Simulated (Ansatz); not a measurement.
Bi

Input file:

```
crystal:
  lattice:
    - [4.5061988084, 0.0, 0.0]
    - [-2.2530994042, 3.9024826426, 0.0]
    - [0.0, 0.0, 9.5016786546]
  atoms:
    - { symbol: Bi, position: [0.0, 0.0, 0.8092172887] }
    - { symbol: Bi, position: [0.0, 0.0, 0.1907827113] }
    - { symbol: Bi, position: [0.3333333333, 0.6666666667, 0.6352661918] }
    - { symbol: Bi, position: [0.6666666667, 0.3333333333, 0.3647338082] }
basis:
  ecutwfc: 420
kpoints:
  mp_grid: { grid: [12, 12, 6] }
hamiltonian:
  xc: pbe
scf:
  occupations: { method: gaussian, width: 0.1 }
output:
  forces: true
  stress: true
  eigenvalues: true
  write_density: true
  write_potential: true
  elf: true
  volumetric_format: npy
relax:
  adjacent_minimum: "off"
  f_tol: 0.01
  max_steps: 80
  cell: { stress_tol: 0.05 }
```

Command:

```sh
ansatz run input.yaml --threads 1 --pin off --max-ram 2560MiB --backend cpu --events-out ev --progress --plain --runs-dir out
```

Below, planes, directions and counts refer to the conventional cell (a = 4.51 Å, b = 4.51 Å, c = 9.50 Å, α = 90.00°, β = 90.00°, γ = 120.00°).

The fields are those of the relaxed geometry.

Space group P-3m1; a structure generated by program, which may or may not match a known phase.

These are results of DFT PBE, scalar-relativistic, plane waves, PAW in Ansatz, not measurements.

> What can the converged valence pseudo-density and electron localisation function tell about the bonding?

Bi–Bi (3.08 Å): ρ is about 0.29 e/Å³ halfway; the ELF reaches about 0.55 near the midpoint.

> Metal or insulator at this level of theory?

It is metallic or semimetallic at this level of theory: no gap opens.

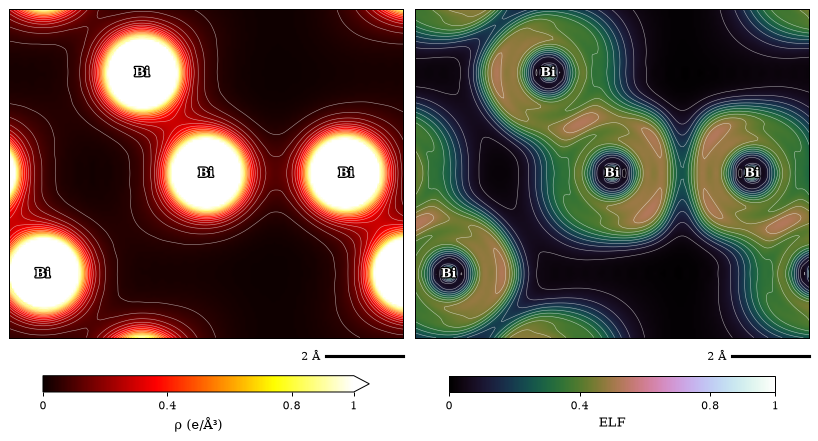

Computed valence pseudo-density and electron localisation function on the (110) plane of the conventional cell, in this order. 

In a PAW calculation such maps are meaningful between the atoms, not at the nuclei.
